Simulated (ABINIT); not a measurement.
## Run report: ZnS, positron calculation (part 1 of 2)

System: ZnS (P6₃mc, 4 atoms in the cell).
Method: Kohn-Sham DFT of a periodic cell, LDA, JTH PAW LDA v2.0, no spin polarisation (ABINIT 10.8.3).

The structure derives from an entry of the Crystallography Open Database.

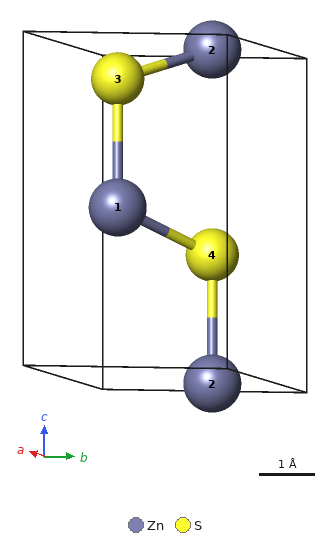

The structure as given in the input (ball-and-stick view of the cell of the calculation, seen at an oblique angle; atoms are numbered from 1 in the order of the input). Near neighbours in the crystal (not all of them lie inside the picture): Zn has 4 S at 2.31 to 2.40 Å; S has 4 Zn at 2.31 to 2.40 Å.

## Input
```
# Datasets
ndtset 2

# Pseudopotentials
pp_dirpath "./"
pseudos "Zn.LDA_PW-JTH.xml, S.LDA_PW-JTH.xml"

# Structure
acell 7.2017462609 7.2017462609 11.7805526609
rprim
     1.0000000000     0.0000000000     0.0000000000
    -0.5000000000     0.8660254038     0.0000000000
     0.0000000000     0.0000000000     1.0000000000
ntypat 2
znucl 30 16
natom 4
typat 1 1 2 2
xred
            2/3            1/3            1/2
            1/3            2/3            0.0
            2/3            1/3   0.8850000000
            1/3            2/3   0.3850000000

# Plane-wave basis
ecut 15.0
pawecutdg 30.0

# Exchange and correlation
ixc 7

# SCF cycle
nstep 80

# Output
iomode 3
prteig 0
prtebands 0
prtwf 0

# Dataset 1: electrons
kptopt1 1
ngkpt1 6 6 4
nshiftk1 1
shiftk1 0.0 0.0 0.0
nband1 22
occopt1 3
tsmear1 0.05 eV
tolvrs1 1.0e-10
prtden1 1

# Dataset 2: positron in the electrons' density
positron2 1
ixcpositron2 3
getden2 1
kptopt2 0
nkpt2 1
kpt2 0.0 0.0 0.0
nband2 1
occopt2 2
occ2 1.0
posocc2 1.0
toldfe2 1.0e-9
optforces2 0
optstress2 0
prtden2 0
```

Launch command:
```bash
abinit run.abi > log 2>&1
```

## What the program printed
```
.Version 10.8.3 of ABINIT
 DATASET    1 : space group P6_3 m c (#186); Bravais hP (primitive hexag.)
================================================================================
 Values of the parameters that define the memory need for DATASET  1.
     intxc =       0    ionmov =       0      iscf =      17    lmnmax =      18
     lnmax =       6     mgfft =      45  mpssoang =       3    mqgrid =    3001
     natom =       4  nloc_mem =       2    nspden =       1   nspinor =       1
    nsppol =       1      nsym =      12    n1xccc =       1    ntypat =       2
    occopt =       3   xclevel =       1
       mpw =        1478          nfft =       32805          nkpt =          21
 PAW method is used; the additional fine FFT grid is defined by:
   mgfftf=        60    nfftf =     77760
================================================================================
================================================================================

 DATASET    2 : space group P6_3 m c (#186); Bravais hP (primitive hexag.)
================================================================================
 Values of the parameters that define the memory need for DATASET  2.
     intxc =       0    ionmov =       0      iscf =      17    lmnmax =      18
     lnmax =       6     mgfft =      45  mpssoang =       3    mqgrid =    3001
     natom =       4  nloc_mem =       2    nspden =       1   nspinor =       1
    nsppol =       1      nsym =      12    n1xccc =       1    ntypat =       2
    occopt =       2   xclevel =       1
       mpw =         737          nfft =       32805          nkpt =           1
 PAW method is used; the additional fine FFT grid is defined by:
   mgfftf=        60    nfftf =     77760
================================================================================
================================================================================

--------------------------------------------------------------------------------
------------- Echo of variables that govern the present computation ------------
--------------------------------------------------------------------------------
 -outvars: echo values of preprocessed input variables --------
            acell      7.2017462609E+00  7.2017462609E+00  1.1780552661E+01 Bohr
              amu      6.53900000E+01  3.20660000E+01
             ecut      1.50000000E+01 Hartree
           getden1          0
           getden2          1
              ixc           7
      ixcpositron1          1
      ixcpositron2          3
           jdtset        1    2
           kptopt1          1
           kptopt2          0
         kptrlatt        6    0    0      0    6    0      0    0    4
          kptrlen1     4.32104776E+01
          kptrlen2     3.00000000E+01
            natom           4
            nband1         22
            nband2          1
           ndtset           2
            ngfft          27      27      45
          ngfftdg          36      36      60
             nkpt1         21
             nkpt2          1
            nstep          80
             nsym          12
           ntypat           2
           occopt1          3
           occopt2          2
        optforces1          2
        optforces2          0
        optstress1          1
        optstress2          0
        pawecutdg      3.00000000E+01 Hartree
         positron1          0
         positron2          1
           prtden1          1
           prtden2          0
        prtebands           0
           prteig           0
            prtwf           0
            rprim      1.0000000000E+00  0.0000000000E+00  0.0000000000E+00
                      -5.0000000000E-01  8.6602540380E-01  0.0000000000E+00
                       0.0000000000E+00  0.0000000000E+00  1.0000000000E+00
           shiftk1     0.00000000E+00  0.00000000E+00  0.00000000E+00
           shiftk2     5.00000000E-01  5.00000000E-01  5.00000000E-01
          spgroup         186
           toldfe1     0.00000000E+00 Hartree
           toldfe2     1.00000000E-09 Hartree
           tolvrs1     1.00000000E-10
           tolvrs2     0.00000000E+00
           tsmear1     1.83746611E-03 Hartree
           tsmear2     1.00000000E-02 Hartree
            typat      1  1  2  2
           useylm           1
           xangst      1.9054999987E+00  1.1001409372E+00  3.1169999979E+00
                      -7.0517665732E-17  2.2002818744E+00  0.0000000000E+00
                       1.9054999987E+00  1.1001409372E+00  5.5170899962E+00
                      -7.0517665732E-17  2.2002818744E+00  2.4000899984E+00
            xcart      3.6008731304E+00  2.0789650712E+00  5.8902763304E+00
                      -1.3325907527E-16  4.1579301424E+00  0.0000000000E+00
                       3.6008731304E+00  2.0789650712E+00  1.0425789105E+01
                      -1.3325907527E-16  4.1579301424E+00  4.5355127744E+00
             xred      6.6666666667E-01  3.3333333333E-01  5.0000000000E-01
                       3.3333333333E-01  6.6666666667E-01  0.0000000000E+00
                       6.6666666667E-01  3.3333333333E-01  8.8500000000E-01
                       3.3333333333E-01  6.6666666667E-01  3.8500000000E-01
            znucl       30.00000   16.00000

================================================================================

 chkinp: Checking input parameters for consistency, jdtset=   1.

 chkinp: Checking input parameters for consistency, jdtset=   2.

================================================================================
== DATASET  1 ==================================================================

--- !DatasetInfo
iteration_state: {dtset: 1, }
dimensions: {natom: 4, nkpt: 21, mband: 22, nsppol: 1, nspinor: 1, nspden: 1, mpw: 1478, }
cutoff_energies: {ecut:  15.0, pawecutdg:  30.0, }
electrons: {nelect:   3.60000000E+01, charge:   0.00000000E+00, occopt:   3.00000000E+00, tsmear:   1.83746611E-03, }
meta: {optdriver: 0, ionmov: 0, optcell: 0, iscf: 17, paral_kgb: 0, }
...

 Exchange-correlation functional for the present dataset will be:
  LDA: Perdew-Wang 92 LSD fit to Ceperley-Alder data - ixc=7
  J.P.Perdew and Y.Wang, PRB 45, 13244 (1992)

 Real(R)+Recip(G) space primitive vectors, cartesian coordinates (Bohr,Bohr^-1):
 R(1)=  7.2017463  0.0000000  0.0000000  G(1)=  0.1388552  0.0801681  0.0000000
 R(2)= -3.6008731  6.2368952  0.0000000  G(2)=  0.0000000  0.1603362  0.0000000
 R(3)=  0.0000000  0.0000000 11.7805527  G(3)=  0.0000000  0.0000000  0.0848857
 Unit cell volume ucvol=  5.2914163E+02 bohr^3
 Angles (23,13,12)=  9.00000000E+01  9.00000000E+01  1.20000000E+02 degrees

 Coarse grid specifications (used for wave-functions):

 getcut: wavevector=  0.0000  0.0000  0.0000  ngfft=  27  27  45
         ecut(hartree)=     15.000   => boxcut(ratio)=   2.07278

 Fine grid specifications (used for densities):

 getcut: wavevector=  0.0000  0.0000  0.0000  ngfft=  36  36  60
         ecut(hartree)=     30.000   => boxcut(ratio)=   2.02740

--- Pseudopotential description ------------------------------------------------
- pspini: atom type   1  psp file is ./Zn.LDA_PW-JTH.xml
 Pseudopotential format is: paw10
 basis_size (lnmax)=  6 (lmn_size= 18), orbitals=   0   0   1   1   2   2
 Spheres core radius: rc_sph= 2.30769763
 Shapefunction is SIN type: shapef(r)=[sin(pi*r/rshp)/(pi*r/rshp)]**2
 Radius for shape functions =  1.80965103
 Compensation charge density is not taken into account in XC energy/potential

- pspini: atom type   2  psp file is ./S.LDA_PW-JTH.xml
 Pseudopotential format is: paw10
 basis_size (lnmax)=  4 (lmn_size=  8), orbitals=   0   0   1   1
 Spheres core radius: rc_sph= 1.90380259
 Shapefunction is SIN type: shapef(r)=[sin(pi*r/rshp)/(pi*r/rshp)]**2
 Radius for shape functions =  1.40128485
 Compensation charge density is not taken into account in XC energy/potential

   7.31725553E+02                                ecore*ucvol(ha*bohr**3)
--------------------------------------------------------------------------------

================================================================================

--- !BeginCycle
iteration_state: {dtset: 1, }
solver: {iscf: 17, nstep: 80, nline: 4, wfoptalg: 10, }
tolerances: {tolvrs: 1.00E-10, }
...

     iter   Etot(hartree)      deltaE(h)  residm     nres2
 ETOT  1  -149.73338107199    -1.497E+02 9.903E-01 2.958E+00
 ETOT  2  -149.89271686707    -1.593E-01 2.553E-01 2.755E-01
 ETOT  3  -149.89040701854     2.310E-03 3.308E-02 1.953E-02
 ETOT  4  -149.89113133253    -7.243E-04 3.691E-02 5.084E-02
 ETOT  5  -149.89109790183     3.343E-05 1.656E-02 1.479E-02
 ETOT  6  -149.89106517380     3.273E-05 2.665E-03 8.968E-03
 ETOT  7  -149.89101284118     5.233E-05 4.795E-03 9.663E-04
 ETOT  8  -149.89100885145     3.990E-06 2.219E-03 7.073E-05
 ETOT  9  -149.89101754735    -8.696E-06 2.693E-03 8.411E-05
 ETOT 10  -149.89101697209     5.753E-07 1.053E-03 1.860E-05
 ETOT 11  -149.89101759272    -6.206E-07 1.044E-03 1.132E-05
 ETOT 12  -149.89101762185    -2.912E-08 3.517E-04 1.224E-05
 ETOT 13  -149.89101757160     5.025E-08 3.163E-04 5.996E-06
 ETOT 14  -149.89101750397     6.763E-08 9.581E-05 4.513E-07
 ETOT 15  -149.89101752329    -1.932E-08 1.859E-04 1.038E-06
 ETOT 16  -149.89101751938     3.910E-09 7.616E-05 6.454E-08
 ETOT 17  -149.89101752085    -1.464E-09 1.468E-04 5.867E-08
 ETOT 18  -149.89101752076     8.384E-11 5.775E-05 3.026E-08
 ETOT 19  -149.89101752103    -2.625E-10 1.148E-04 4.510E-08
 ETOT 20  -149.89101752060     4.274E-10 4.502E-05 2.523E-10
 ETOT 21  -149.89101752063    -3.271E-11 8.913E-05 6.891E-10
 ETOT 22  -149.89101752063     4.320E-12 3.459E-05 2.703E-11

 At SCF step   22       nres2   =  2.70E-11 < tolvrs=  1.00E-10 =>converged.

 Cartesian components of stress tensor (hartree/bohr^3)
  sigma(1 1)=  1.21819345E-04  sigma(3 2)=  0.00000000E+00
  sigma(2 2)=  1.21819345E-04  sigma(3 1)=  0.00000000E+00
  sigma(3 3)=  1.75132250E-04  sigma(2 1)=  0.00000000E+00

--- !ResultsGS
iteration_state: {dtset: 1, }
comment   : Summary of ground state results
lattice_vectors:
- [  7.2017463,   0.0000000,   0.0000000, ]
- [ -3.6008731,   6.2368952,   0.0000000, ]
- [  0.0000000,   0.0000000,  11.7805527, ]
lattice_lengths: [   7.20175,    7.20175,   11.78055, ]
lattice_angles: [ 90.000,  90.000, 120.000, ] # degrees, (23, 13, 12)
lattice_volume:   5.2914163E+02
convergence: {deltae:  4.320E-12, res2:  2.703E-11, residm:  3.459E-05, diffor: null, }
etotal    :  -1.49891018E+02
entropy   :   0.00000000E+00
fermie    :   2.29926283E-01
cartesian_stress_tensor: # hartree/bohr^3
- [  1.21819345E-04,   0.00000000E+00,   0.00000000E+00, ]
- [  0.00000000E+00,   1.21819345E-04,   0.00000000E+00, ]
- [  0.00000000E+00,   0.00000000E+00,   1.75132250E-04, ]
pressure_GPa:  -4.1069E+00
xred      :
- [  6.6667E-01,   3.3333E-01,   5.0000E-01, Zn]
- [  3.3333E-01,   6.6667E-01,   0.0000E+00, Zn]
- [  6.6667E-01,   3.3333E-01,   8.8500E-01,  S]
- [  3.3333E-01,   6.6667E-01,   3.8500E-01,  S]
cartesian_forces: # hartree/bohr
- [  1.19644103E-27,   6.90765551E-28,   5.75318181E-03, ]
- [ -1.19644103E-27,  -6.90765551E-28,   5.75318181E-03, ]
- [  2.99110257E-28,   1.72691388E-28,  -5.75318181E-03, ]
- [ -2.99110257E-28,  -1.72691388E-28,  -5.75318181E-03, ]
force_length_stats: {min:   5.75318181E-03, max:   5.75318181E-03, mean:   5.75318181E-03, }
...

 Integrated electronic density in atomic spheres:
 ------------------------------------------------
 Atom  Sphere_radius  Integrated_density
    1        2.30770         10.82525606
    2        2.30770         10.82525606
    3        1.90380          3.57395489
    4        1.90380          3.57395489

================================================================================

 ----iterations are completed or convergence reached----

 Mean square residual over all n,k,spin=   25.707E-08; max=  34.586E-06
 reduced coordinates (array xred) for    4 atoms
       0.666666666667      0.333333333333      0.500000000000
       0.333333333333      0.666666666667      0.000000000000
       0.666666666667      0.333333333333      0.885000000000
       0.333333333333      0.666666666667      0.385000000000
 rms dE/dt=  3.9130E-02; max dE/dt=  6.7770E-02; dE/dt below (all hartree)
    1      -0.000000000000      0.000000000000     -0.067780851410
    2       0.000000000000      0.000000000000     -0.067780851410
    3      -0.000000000000      0.000000000000      0.067770471263
    4       0.000000000000      0.000000000000      0.067770471263

 cartesian coordinates (angstrom) at end:
    1      1.90549999869437     1.10014093720680     3.11699999788088
    2     -0.00000000000000     2.20028187441359     0.00000000000000
    3      1.90549999869437     1.10014093720680     5.51708999624916
    4     -0.00000000000000     2.20028187441359     2.40008999836828

 cartesian forces (hartree/bohr) at end:
    1      0.00000000000000     0.00000000000000     0.00575318181478
    2     -0.00000000000000    -0.00000000000000     0.00575318181478
    3      0.00000000000000     0.00000000000000    -0.00575318181478
    4     -0.00000000000000    -0.00000000000000    -0.00575318181478
 frms,max,avg= 3.3216011E-03 5.7531818E-03   0.000E+00  0.000E+00  4.406E-07 h/b
```
